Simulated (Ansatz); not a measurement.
**Geometry relaxation, with input and output: Ir (part 1 of 2)**

Ir (2 atoms in the cell), computed with DFT r2SCAN, scalar-relativistic, plane waves, PAW, no spin polarisation (Ansatz 0.2.0).

The structure derives from a Materials Project entry. It belongs to a series of runs on one base structure; here: biaxial strain in the a-b plane, c and atoms relaxed: +2.0 %. Figures and captions count atoms from 1; the log counts them from 0 in places.

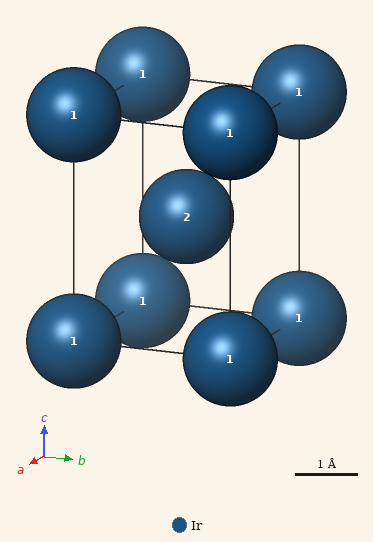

**Figure 1.** The structure as given in the input (spheres-only view of the cell of the calculation, seen slightly off an axis; atoms are numbered from 1 in the order of the input). An atom can appear more than once, as a periodic image.

**The input**
```yaml
crystal:
  lattice:
    - [1.9605305544, 1.9605305544, 0.0]
    - [-1.9605305544, 1.9605305544, 0.0]
    - [0.0, 0.0, 3.798047427]
  atoms:
    - { symbol: Ir, position: [0.0, 0.0, 0.0] }
    - { symbol: Ir, position: [0.5, 0.5, 0.5] }
basis:
  ecutwfc: 500
kpoints:
  mp_grid: { grid: [20, 20, 14] }
hamiltonian:
  xc: r2scan
scf:
  occupations: { method: gaussian, width: 0.1 }
output:
  forces: true
  stress: true
  eigenvalues: true
  write_density: true
  write_potential: true
  elf: true
  volumetric_format: npy
relax:
  adjacent_minimum: "off"
  f_tol: 0.008
  max_steps: 40
  cell: { stress_tol: 0.015, fix: [a, b, gamma] }
```

Hardware: 1 thread of Intel Xeon (Sapphire Rapids), 32 GiB of memory available, shared host.

Command:
```bash
ansatz run input.yaml --threads 1 --pin off --max-ram 2560MiB --backend cpu --events-out ev --progress --plain --runs-dir out
```

**Output**
```
Engine: ansatz 0.2.0, x86_64-unknown-linux-gnu
Pseudopotentials: kind: paw
Pseudopotential: Ir, paw, valence charge 17, recommended cutoff 500 eV (meta_gga), Ir.paw.azcp
Functional definition: r2SCAN
  parameter k0 = 0.174
  parameter k1 = 0.065
  parameter a1 = 4.9479
  exchange = r2scan_x(k0 = k0, k1 = k1, a1 = a1)
  correlation = r2scan_c
Crystal: 2 atoms, lattice volume = 29.197 Å³
Basis set: ecut = 500 eV, 749 PW (Γ), exchange–correlation on 96×96×120 points (64 copies of the dense FFT grid, shifted against one another)
Bands: 21, of which v1, the nominal top of the filled ones, is band 17 counted from 1 (16 counted from 0)
Symmetry: 32 space group operations
Space group: I4/mmm (ITA 139), of the structure as read, at distance tolerance 3.1e-5 Å
k-points: 528 of 5600
Non-local potential: Ir, projectors of the file, l = 0: 3, l = 1: 2, l = 2: 2, l = 3: 1
PAW form: soft (Blöchl's): semilocal exchange-correlation on the pseudo side does not see the compensation charge
PAW frozen core: Ir, regenerated for the run's functional (the file was generated under x = pbe(κ = 0.804, μ = 0.2195149727645171), c = pbe(β = 0.06672455060314922))
PAW one-centre angular grid: Ir, 590 points (default); XC on 160 Gauss nodes
Initial density: superposition of atomic densities (neutral atoms: chi_scale 0, normalization atom), corrected by the library's trained network
Initial wavefunctions: pseudopotential atomic-orbital guess
Functional: x = r2scan, c = r2scan; τ floored in thin density (d = 2e-4 eV/Å³)
SCF iter   1: F=—  HF=-23897.354578 eV  |F-HF|=—  |Δ(HF+E_count)|=         —  Δρ=1.09e-2  dr2=1.42e-2  dr2_τ=6.64e-2  ethr=1.77e-3  ⟨swp⟩=5.2  Hψ=44045  notcnv=0
preconditioner: auto → none  [metal: Δε(μ)=0.004 eV  Ē_g=8.122 eV  σ=0.100 eV  W_gap=0.02  n_scr=6 (ndim 8)  ℏωp=29.2 eV  f_vac=0.000  D(μ)=1.74/eV (n_scr^D=18)  sad-step TF]
SCF iter   2: F=—  HF=-23897.405277 eV  |F-HF|=—  |Δ(HF+E_count)|=   5.07e-2  Δρ=6.63e-3  dr2=5.42e-3  dr2_τ=6.98e-4  ethr=4.16e-5  ⟨swp⟩=2.0  Hψ=20985  notcnv=0  defer=86
SCF iter   3: F=—  HF=-23897.406316 eV  |F-HF|=—  |Δ(HF+E_count)|=   1.04e-3  Δρ=8.95e-4  dr2=1.89e-4  dr2_τ=4.86e-5  ethr=1.59e-5  ⟨swp⟩=2.0  Hψ=15715  notcnv=0  defer=86
SCF iter   4: F=—  HF=-23897.406313 eV  |F-HF|=—  |Δ(HF+E_count)|=   3.23e-6  Δρ=1.46e-4  dr2=3.04e-6  dr2_τ=1.74e-6  ethr=5.55e-7  ⟨swp⟩=2.1  Hψ=16322  notcnv=0  defer=86
SCF iter   5: F=—  HF=-23897.406317 eV  |F-HF|=—  |Δ(HF+E_count)|=   3.67e-6  Δρ=6.01e-5  dr2=6.46e-7  dr2_τ=1.11e-7  ethr=8.94e-9  ⟨swp⟩=2.7  Hψ=19096  notcnv=0  defer=86
SCF iter   6: F=-23897.406317 eV  HF=-23897.406317 eV  |F-HF|=4.63e-8  |Δ(HF+E_count)|=   6.23e-7  Δρ=1.71e-5  dr2=5.63e-8  dr2_τ=2.79e-9  ethr=2.94e-10  ⟨swp⟩=7.2  Hψ=72140  notcnv=0
SCF 1 converged in 6 iterations: F = -23897.406317 eV  dr2 = 5.63e-8
  greatest PAW one-centre occupation: 1.000 electrons in one spin orbital (limit 2), on the Ir atom at site 1 (counted from 0), in its partial waves of l = 0
relax step   1: F+E_penalty+E_count = -23897.40631724 eV  Δ(F+E_penalty+E_count) = +0.000e0 eV  max|allowed force component| = 3.040e-29 eV/Å  Δτ_max = 0.0000 Å  P = -9.473 GPa  Ω = 29.197 Å³  fix = [a, b, gamma]  reactions: a -13.235, b -13.235 GPa  (6 SCF iters, dr2 threshold 1.00e-7 eV, accepted)
Crystal: 2 atoms, lattice volume = 28.927 Å³
Basis set: ecut = 500 eV, 733 PW (Γ), exchange–correlation on 96×96×120 points (64 copies of the dense FFT grid, shifted against one another)
Initial density: handed on by an earlier stage of this run
Initial wavefunctions: those handed on with the density
iter 1 solved again at ethr=7.48e-7 eV; its pass at ethr=3.10e-3 eV (dr2=2.54e-4 eV) is discarded
SCF iter   1: F=—  HF=-23897.397251 eV  |F-HF|=—  |Δ(HF+E_count)|=         —  Δρ=1.10e-3  dr2=2.19e-4  dr2_τ=1.10e-2  ethr=7.48e-7  ⟨swp⟩=2.2  Hψ=64815  notcnv=0
preconditioner: auto → none  [metal: Δε(μ)=0.006 eV  Ē_g=8.212 eV  σ=0.100 eV  W_gap=0.03  n_scr=6 (ndim 8)  ℏωp=29.3 eV  f_vac=0.000  D(μ)=1.70/eV (n_scr^D=18)]
SCF iter   2: F=—  HF=-23897.405096 eV  |F-HF|=—  |Δ(HF+E_count)|=   7.84e-3  Δρ=4.88e-4  dr2=4.56e-5  dr2_τ=2.26e-5  ethr=6.45e-7  ⟨swp⟩=2.1  Hψ=20152  notcnv=0
SCF iter   3: F=—  HF=-23897.405089 eV  |F-HF|=—  |Δ(HF+E_count)|=   7.57e-6  Δρ=2.29e-4  dr2=4.58e-6  dr2_τ=1.18e-6  ethr=1.34e-7  ⟨swp⟩=2.0  Hψ=15371  notcnv=0
SCF iter   4: F=—  HF=-23897.405094 eV  |F-HF|=—  |Δ(HF+E_count)|=   5.80e-6  Δρ=6.79e-5  dr2=2.46e-7  dr2_τ=8.02e-8  ethr=1.35e-8  ⟨swp⟩=2.2  Hψ=17566  notcnv=0
SCF iter   5: F=-23897.405095 eV  HF=-23897.405095 eV  |F-HF|=1.39e-8  |Δ(HF+E_count)|=   7.03e-7  Δρ=1.06e-5  dr2=2.63e-8  dr2_τ=2.83e-9  ethr=5.88e-10  ⟨swp⟩=9.0  Hψ=76542  notcnv=0
SCF 2 converged in 5 iterations: F = -23897.405095 eV  dr2 = 2.63e-8
relax step   2: F+E_penalty+E_count = -23897.40509510 eV  Δ(F+E_penalty+E_count) = +1.222e-3 eV  max|allowed force component| = 3.008e-29 eV/Å  Δτ_max = 0.0000 Å  P = -6.192 GPa  Ω = 28.927 Å³  energy of the carried Pulay correction = +1.955e-4 eV  fix = [a, b, gamma]  (5 SCF iters, dr2 threshold 2.00e-7 eV, rejected (line search))
Crystal: 2 atoms, lattice volume = 29.103 Å³
iter 1 solved again at ethr=3.24e-7 eV; its pass at ethr=3.10e-3 eV (dr2=1.10e-4 eV) is discarded
SCF iter   1: F=—  HF=-23897.403447 eV  |F-HF|=—  |Δ(HF+E_count)|=         —  Δρ=7.72e-4  dr2=1.11e-4  dr2_τ=4.74e-3  ethr=3.24e-7  ⟨swp⟩=2.2  Hψ=64726  notcnv=0
preconditioner: auto → none  [metal: Δε(μ)=0.004 eV  Ē_g=8.134 eV  σ=0.100 eV  W_gap=0.02  n_scr=6 (ndim 8)  ℏωp=29.2 eV  f_vac=0.000  D(μ)=1.70/eV (n_scr^D=18)]
SCF iter   2: F=—  HF=-23897.406969 eV  |F-HF|=—  |Δ(HF+E_count)|=   3.52e-3  Δρ=3.61e-4  dr2=2.77e-5  dr2_τ=1.25e-5  ethr=3.24e-7  ⟨swp⟩=2.1  Hψ=20147  notcnv=0
SCF iter   3: F=—  HF=-23897.406962 eV  |F-HF|=—  |Δ(HF+E_count)|=   7.34e-6  Δρ=1.65e-4  dr2=3.11e-6  dr2_τ=6.07e-7  ethr=8.14e-8  ⟨swp⟩=2.0  Hψ=15305  notcnv=0
SCF iter   4: F=—  HF=-23897.406965 eV  |F-HF|=—  |Δ(HF+E_count)|=   3.76e-6  Δρ=4.77e-5  dr2=1.23e-7  dr2_τ=4.31e-8  ethr=9.16e-9  ⟨swp⟩=2.2  Hψ=17230  notcnv=0
SCF iter   5: F=—  HF=-23897.406966 eV  |F-HF|=—  |Δ(HF+E_count)|=   3.73e-7  Δρ=9.76e-6  dr2=2.37e-8  dr2_τ=2.49e-9  ethr=3.62e-10  ⟨swp⟩=2.0  Hψ=18872  notcnv=0
SCF iter   6: F=—  HF=-23897.406966 eV  |F-HF|=—  |Δ(HF+E_count)|=   5.50e-9  Δρ=1.88e-6  dr2=7.76e-10  dr2_τ=6.64e-11  ethr=6.96e-11  ⟨swp⟩=2.0  Hψ=15916  notcnv=0
SCF iter   7: F=—  HF=-23897.406966 eV  |F-HF|=—  |Δ(HF+E_count)|=  5.46e-11  Δρ=3.70e-7  dr2=2.97e-11  dr2_τ=2.67e-12  ethr=2.28e-12  ⟨swp⟩=2.7  Hψ=20271  notcnv=0
SCF iter   8: F=—  HF=-23897.406966 eV  |F-HF|=—  |Δ(HF+E_count)|=  1.46e-11  Δρ=1.23e-7  dr2=3.76e-12  dr2_τ=3.82e-13  ethr=1.00e-12  ⟨swp⟩=1.0  Hψ=11088  notcnv=0
SCF iter   9: F=-23897.406966 eV  HF=-23897.406966 eV  |F-HF|=1.46e-11  |Δ(HF+E_count)|=  2.91e-11  Δρ=3.69e-8  dr2=3.62e-13  dr2_τ=3.23e-14  ethr=1.00e-12  ⟨swp⟩=5.0  Hψ=42003  notcnv=0
SCF 3 converged in 9 iterations: F = -23897.406966 eV  dr2 = 3.62e-13
relax step   3: F+E_penalty+E_count = -23897.40696568 eV  Δ(F+E_penalty+E_count) = -6.484e-4 eV  max|allowed force component| = 5.912e-30 eV/Å  Δτ_max = 0.0000 Å  P = -8.360 GPa  Ω = 29.103 Å³  energy of the carried Pulay correction = +6.753e-5 eV  fix = [a, b, gamma]  reactions: a -12.524, b -12.524 GPa  (9 SCF iters, accepted)
Crystal: 2 atoms, lattice volume = 29.102 Å³
iter 1 solved again at ethr=1.12e-11 eV; its pass at ethr=3.10e-3 eV (dr2=3.82e-9 eV) is discarded
SCF iter   1: F=—  HF=-23897.406967 eV  |F-HF|=—  |Δ(HF+E_count)|=         —  Δρ=6.84e-6  dr2=8.67e-9  dr2_τ=3.88e-7  ethr=1.12e-11  ⟨swp⟩=3.0  Hψ=61471  notcnv=0
preconditioner: auto → none  [metal: Δε(μ)=0.004 eV  Ē_g=8.141 eV  σ=0.100 eV  W_gap=0.02  n_scr=6 (ndim 8)  ℏωp=29.2 eV  f_vac=0.000  D(μ)=1.70/eV (n_scr^D=18)]
SCF iter   2: F=-23897.406967 eV  HF=-23897.406967 eV  |F-HF|=9.42e-10  |Δ(HF+E_count)|=   2.85e-7  Δρ=3.12e-6  dr2=2.01e-9  dr2_τ=9.42e-10  ethr=7.94e-12  ⟨swp⟩=5.1  Hψ=63633  notcnv=0
SCF 4 converged in 2 iterations: F = -23897.406967 eV  dr2 = 2.01e-9
relax step   4: F+E_penalty+E_count = -23897.40696700 eV  Δ(F+E_penalty+E_count) = -1.323e-6 eV  max|allowed force component| = 7.124e-30 eV/Å  Δτ_max = 0.0000 Å  P = -8.341 GPa  Ω = 29.102 Å³  energy of the carried Pulay correction = +6.869e-5 eV  fix = [a, b, gamma]  reactions: a -12.512, b -12.512 GPa  (2 SCF iters, dr2 threshold 2.70e-9 eV, accepted)
Initial wavefunctions: pseudopotential atomic-orbital guess (no wavefunctions were taken with the density)
iter 1 solved again at ethr=7.95e-9 eV; its pass at ethr=3.10e-3 eV (dr2=2.70e-6 eV) is discarded
SCF iter   1: F=—  HF=-23897.406903 eV  |F-HF|=—  |Δ(HF+E_count)|=         —  Δρ=1.40e-5  dr2=8.96e-9  dr2_τ=9.37e-8  ethr=7.95e-9  ⟨swp⟩=3.9  Hψ=79255  notcnv=0
SCF iter   2: F=—  HF=-23897.406903 eV  |F-HF|=—  |Δ(HF+E_count)|=   2.27e-9  Δρ=6.34e-6  dr2=1.30e-9  dr2_τ=1.82e-9  ethr=2.63e-11  ⟨swp⟩=2.0  Hψ=19980  notcnv=0
SCF iter   3: F=—  HF=-23897.406903 eV  |F-HF|=—  |Δ(HF+E_count)|=   1.64e-9  Δρ=1.64e-6  dr2=1.21e-10  dr2_τ=1.61e-10  ethr=3.83e-12  ⟨swp⟩=2.2  Hψ=15910  notcnv=0
SCF iter   4: F=—  HF=-23897.406903 eV  |F-HF|=—  |Δ(HF+E_count)|=  1.46e-10  Δρ=2.20e-7  dr2=2.51e-12  dr2_τ=3.14e-12  ethr=1.00e-12  ⟨swp⟩=2.0  Hψ=18334  notcnv=0
SCF iter   5: F=-23897.406903 eV  HF=-23897.406903 eV  |F-HF|=0.00e0  |Δ(HF+E_count)|=  3.64e-12  Δρ=3.71e-8  dr2=1.39e-13  dr2_τ=3.41e-14  ethr=1.00e-12  ⟨swp⟩=5.0  Hψ=44517  notcnv=0
SCF 5 converged in 5 iterations: F = -23897.406903 eV  dr2 = 1.39e-13
relax step   5: F+E_penalty+E_count = -23897.40690281 eV  Δ(F+E_penalty+E_count) = +6.419e-5 eV  max|allowed force component| = 2.939e-29 eV/Å  Δτ_max = 0.0000 Å  P = -8.343 GPa  Ω = 29.102 Å³  fix = [a, b, gamma]  reactions: a -12.512, b -12.512 GPa  stress off target by 2.99e-3 GPa on what of the cell is left free  SCF on the basis re-selected at this cell (its energy is not comparable with the rows above)  (5 SCF iters)
```

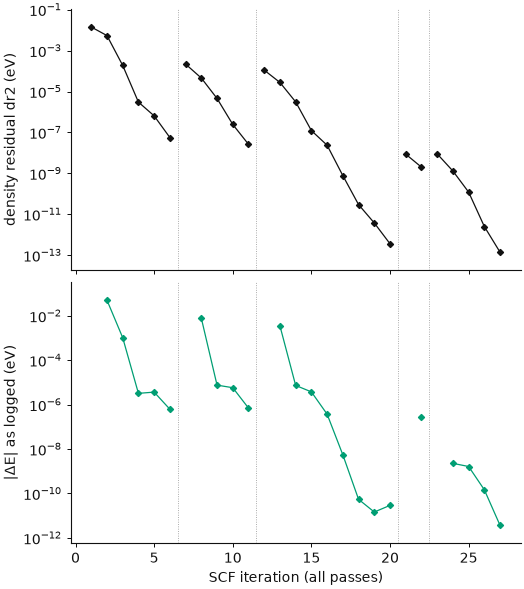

**Figure 2.** Convergence of the self-consistent field: density residual dr2 and size of the energy change against the SCF iteration. The dotted lines part the SCF passes of the relaxation: geometry steps, rejected trials and re-solves on a re-selected basis. The 5 passes take 2 to 9 iterations each, 27 in all.
